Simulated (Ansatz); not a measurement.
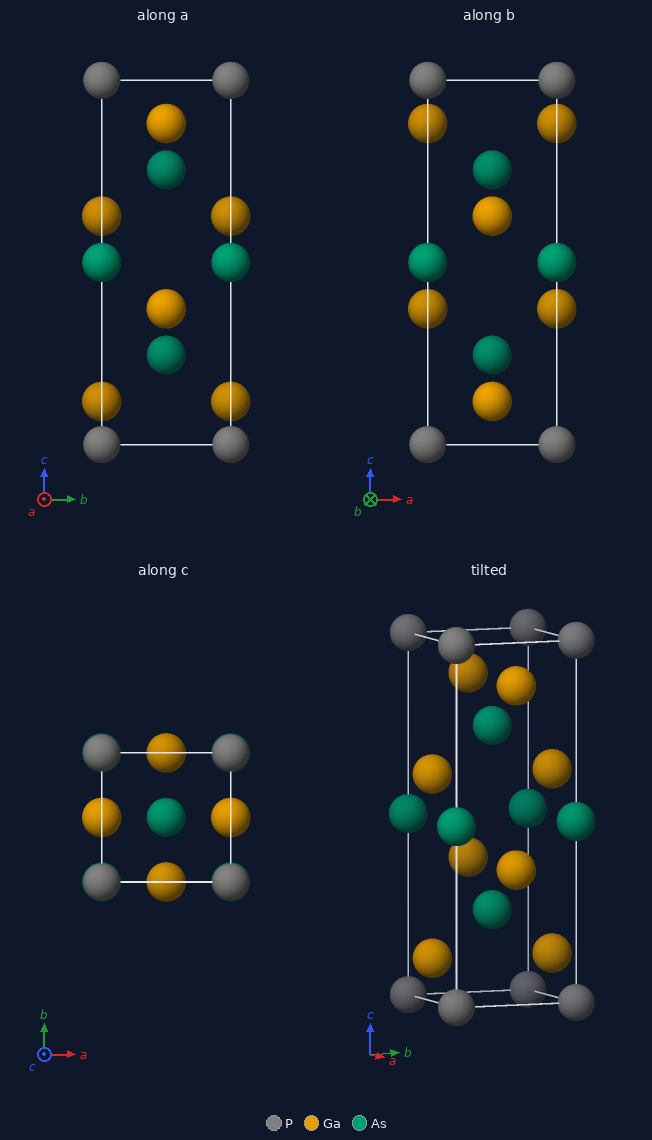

Spheres-only representation of a periodic structure, projected along the a axis, along the b axis, along the c axis and slightly off an axis. The conventional unit cell is outlined; an atom on or near a face, edge or corner is repeated at each equivalent position.

Lattice parameters: a = 3.971 Å, b = 3.971 Å, c = 11.210 Å, α = 90.00°, β = 90.00°, γ = 90.00°.

**Set out the cell and atoms as a table of Wyckoff sites, with free fractional coordinates to two decimals.**

Space group P-4m2 (No. 115).
| atom | site | x | y | z |
| --- | --- | --- | --- | --- |
| P | 1a | 0.00 | 0.00 | 0.00 |
| Ga | 2g | 0.00 | 0.50 | 0.88 |
| As | 2f | 0.50 | 0.50 | 0.75 |
| Ga | 2g | 0.50 | 0.00 | 0.63 |
| As | 1d | 0.00 | 0.00 | 0.50 |

Its origin is a structure type filled with these elements by a generator (whether the compound takes this form wasn't checked). Earlier steps of the study, as a rule a relaxation of our own, may have changed the cell and positions, so they can lie some per cent off the listed ones. Ansatz was used for an electronic-structure calculation on it.
